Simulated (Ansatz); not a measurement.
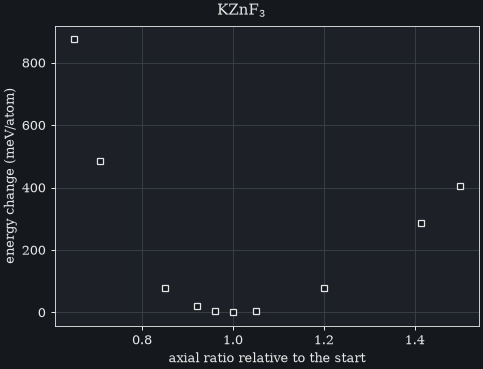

Plotted: energy change against relative axial ratio for KZnF₃, space group Pm-3m (No. 221).

Structure:
```
CELL_PARAMETERS angstrom
4.05000 0.00000 0.00000
0.00000 4.05000 0.00000
0.00000 0.00000 4.05000
ATOMIC_POSITIONS crystal
K 0.00000 0.00000 0.00000
Zn 0.50000 0.50000 0.50000
F 0.50000 0.50000 0.00000
F 0.00000 0.50000 0.50000
F 0.50000 0.00000 0.50000
```

Calculation (Ansatz 0.2.0): deformation of a crystal at fixed volume, lengths along the axis scaled against those across it, fractional coordinates fixed, by plane-wave density functional theory with PAW datasets, free energies less that of the undisturbed cell; scalar-relativistic. Level: PBE, no spin polarisation.

- wave cutoff: 420 eV
- k mesh: 6×6×6
- occupations: Gaussian
- smearing width: 0.05 eV
- k shift: (0, 0, 0) (mesh steps)
- start: as given
- path: tetragonal
- axis direction: (0, 0, 1) (Cartesian unit vector)

The points at relative axial ratio 0.780, 1.100 and 1.300 are left out of the plot. What values does the calculation give there?

```tsv
axial ratio relative to the start	energy change (meV/atom)
0.780	210
1.100	22
1.300	160
```

Caveats: reference crystal is not relaxed.
